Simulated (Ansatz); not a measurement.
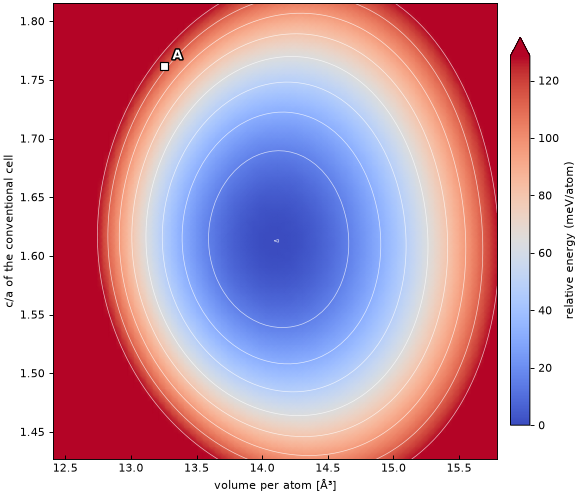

Rh (P6_3/mmc, No. 194; 2 atoms in the cell). The energy is mapped over volume and the cell's shape. Coordinates scanned: (1) volume per atom; (2) c/a of the conventional cell. Nothing is relaxed (symmetry fixes all fractional coordinates). Grid: 9 × 9 points. Points are written as (first, second). All energies are given in meV/atom relative to the lowest grid point. Theory: DFT PBE, scalar-relativistic, plane waves, PAW in Ansatz 0.2.0. Settings: cutoff 420 eV, k-mesh 21×21×12 in the order of the run's cell vectors, gaussian smearing 0.15 eV, no spin polarisation.

Drawn: a smooth colour map with a few white contour lines, one colour for all values above the top of the scale, the point A. Between grid points the surface is interpolated.

> Is A at rest? If not, where is it pushed?

A, at (13.25 Å³, 1.762), is not a stationary point. The computed force is 130 meV/atom for each Å³ towards larger values of volume per atom and 930 meV/atom for each unit towards smaller values of c/a of the conventional cell.

PAW datasets: the set soft_1.
